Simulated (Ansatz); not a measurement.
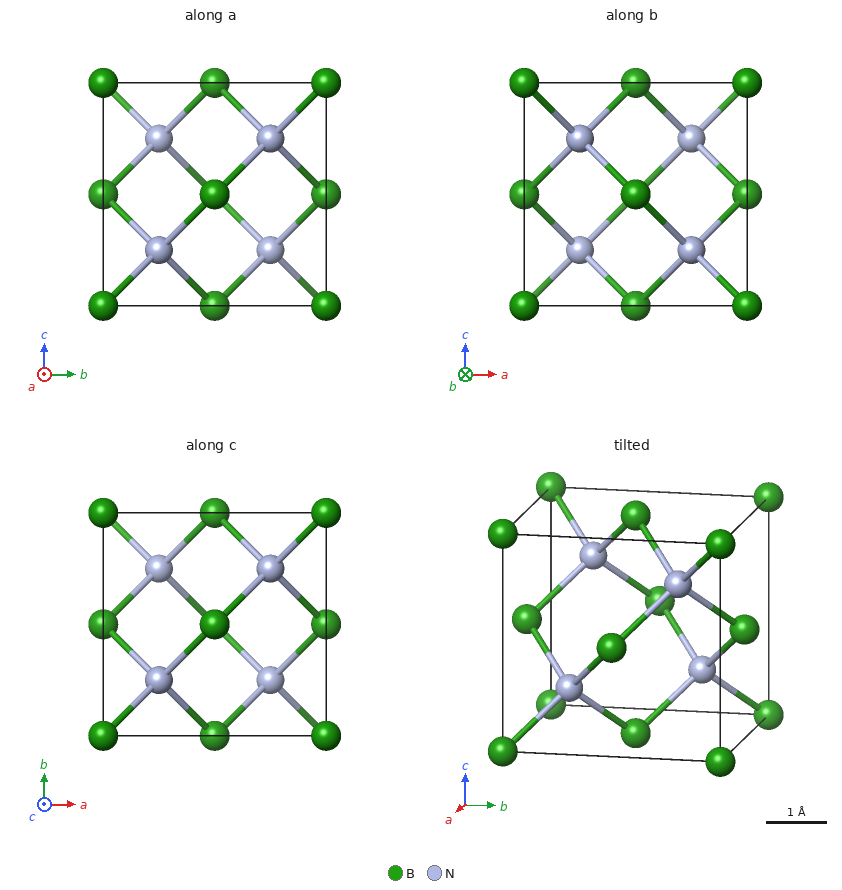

Ball-and-stick model, viewed along the a axis, along the b axis, along the c axis and slightly off an axis. The conventional unit cell is drawn as a box.

Lattice parameters: a = 3.718 Å, b = 3.718 Å, c = 3.718 Å, α = 90.00°, β = 90.00°, γ = 90.00°.

Question: From the views, write a table of Wyckoff sites.

Answer: Space group F-43m (No. 216).
| atom | site | x | y | z |
| --- | --- | --- | --- | --- |
| B | 4a | 0.0000 | 0.0000 | 0.0000 |
| N | 4d | 0.2500 | 0.2500 | 0.7500 |

It goes back to a structure type filled with these elements by a generator (whether the compound takes this form wasn't checked). The cell was then strained or its atoms displaced on purpose. It went into a calculation with Ansatz.

At this level of theory the cell isn't at rest (stretched, at -25 GPa), so its distances can differ from those at equilibrium, the more so the softer the solid.
